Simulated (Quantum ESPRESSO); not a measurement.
## CoO: 7 runs along one coordinate

System: CoO (2 atoms in the cell).
Method: Kohn-Sham DFT of a periodic cell, LDA, GBRV 1.5 LDA, spin-polarised (Quantum ESPRESSO 7.5).

The 7 runs differ only in the geometry, by an even scaling of the cell at fixed fractional positions. The structure derives from an entry of the Crystallography Open Database.

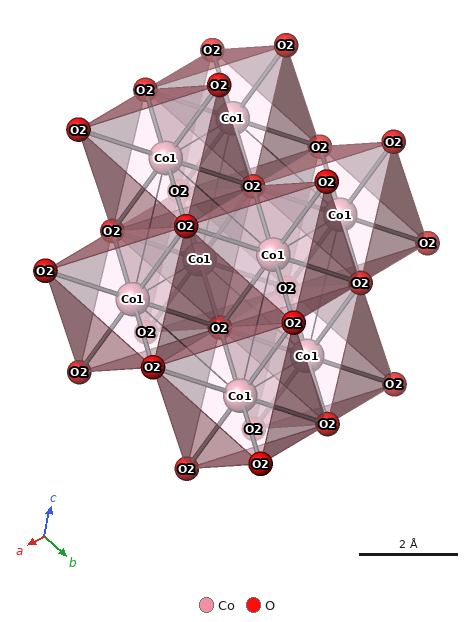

Figure 1. The structure of run 4 (polyhedral view of the cell of the calculation, seen slightly off an axis; polyhedra are completed across the faces of the cell; atoms are numbered from 1 in the order of the input). An atom can appear more than once, as a periodic image.

**Input of run 4**
```
&CONTROL
  calculation = 'scf'
  prefix = 'pwscf'
  outdir = './tmp'
  pseudo_dir = './pseudo'
  tprnfor = .true.
  tstress = .true.
  disk_io = 'nowf'
/
&SYSTEM
  ibrav = 0
  nat = 2
  ntyp = 2
  ecutwfc = 56
  ecutrho = 448
  nbnd = 21
  occupations = 'smearing'
  smearing = 'fd'
  degauss = 0.00367493
  nspin = 2
  starting_magnetization(1) = 0.1176
  starting_magnetization(2) = 0
/
&ELECTRONS
  conv_thr = 4d-10
  electron_maxstep = 120
  mixing_beta = 0.3
/
ATOMIC_SPECIES
Co    58.9332 co_lda_v1.2.uspp.F.UPF
O     15.9990 o_lda_v1.2.uspp.F.UPF
CELL_PARAMETERS angstrom
  -1.5080000000    1.5080000000    2.1072475377
   1.5080000000   -1.5080000000    2.1072475377
   1.5080000000    1.5080000000   -2.1072475377
ATOMIC_POSITIONS crystal
Co     0.0000000000    0.0000000000    0.0000000000
O      0.5000000000    0.5000000000    0.0000000000
K_POINTS automatic
12 12 12 0 0 0
```

Command:
```bash
OMP_NUM_THREADS=1 mpirun -n 2 pw.x -nk 2 -in pw.in > pw.out
```

Run 2 differs from it as follows:
```diff
-  -1.5080000000    1.5080000000    2.1072475377
-   1.5080000000   -1.5080000000    2.1072475377
-   1.5080000000    1.5080000000   -2.1072475377
+  -1.4876191232    1.4876191232    2.0787677284
+   1.4876191232   -1.4876191232    2.0787677284
+   1.4876191232    1.4876191232   -2.0787677284
```

**Results, with one run withheld**

| run | volume per atom (Å³) | free energy per atom, from the lowest run given (meV) | pressure (GPa) |
| --- | --- | --- | --- |
| 1 | 9.009 | 0.00 | −8.65 |
| 2 | 9.201 | ? | ? |
| 3 | 9.392 | 26.13 | −14.02 |
| 4 | 9.584 | 44.36 | −16.96 |
| 5 | 9.776 | 66.04 | −19.76 |
| 6 | 9.967 | 90.94 | −22.34 |
| 7 | 10.159 | 118.80 | −24.69 |

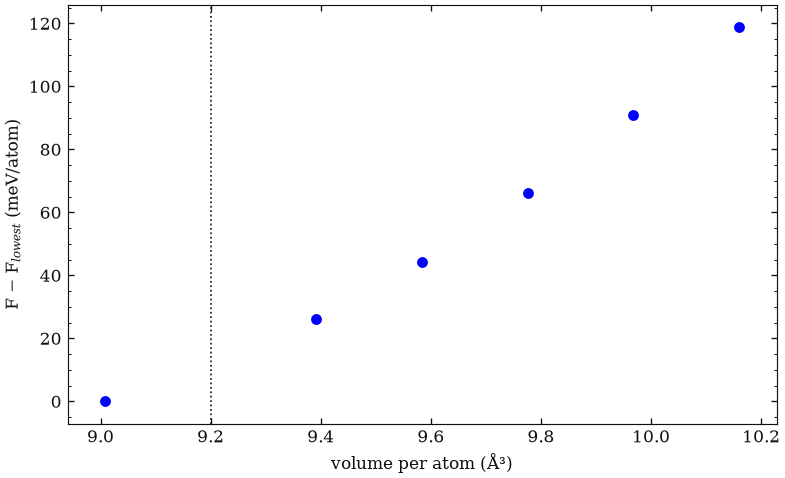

Figure 2. Free energy per atom of the runs given; the dotted line marks run 2.

Fit the runs given and predict run 2.

A cubic polynomial in V^(−2/3) (the Birch–Murnaghan form), fitted to the 6 runs given, misses them by at most 0.09 meV per atom. With x = V^(−2/3) − 0.22085 Å⁻², it reads F = 49.85 − 7127.5 x + 2.3321e+05 x² − 1.5509e+06 x³ (meV per atom). At run 2 it gives 11.30 meV per atom, and the run itself gives 11.43. The slope of the fit gives a pressure −dF/dV of −10.93 GPa there, and the run prints −11.10 GPa. The two needn't agree exactly: the fit is approximate, and the printed stress is taken on a finite basis. The fit has no minimum inside this range.

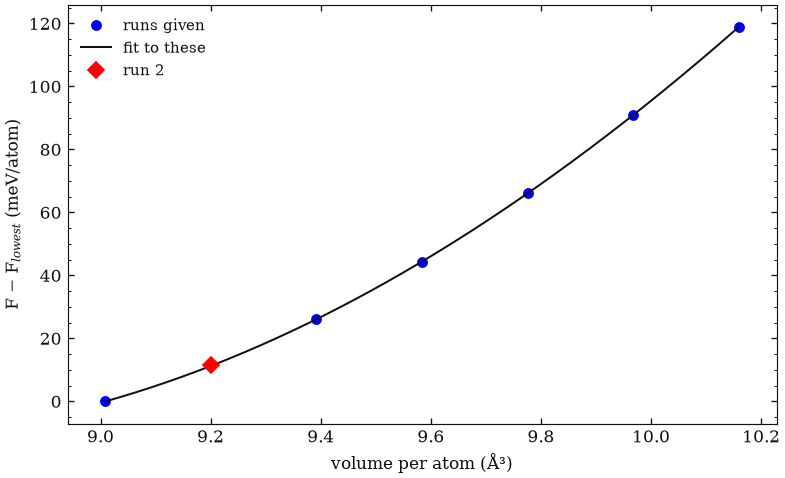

Figure 3. The fit and the withheld run.

**Some lines of the output (run 2)**
```
[...]
     total energy              =    -330.55259121 Ry
     total energy              =    -330.55245703 Ry
     total energy              =    -330.55276186 Ry
     total energy              =    -330.55282372 Ry
     total energy              =    -330.55284644 Ry
     total energy              =    -330.55286216 Ry
     total energy              =    -330.55286472 Ry
     total energy              =    -330.55286474 Ry
     total energy              =    -330.55286486 Ry
     the Fermi energy is    14.4826 ev
!    total energy              =    -330.55286488 Ry
     The total energy is F=E-TS. E is the sum of the following terms:
     Computing stress (Cartesian axis) and pressure
          total   stress  (Ry/bohr**3)                   (kbar)     P=     -111.02
```
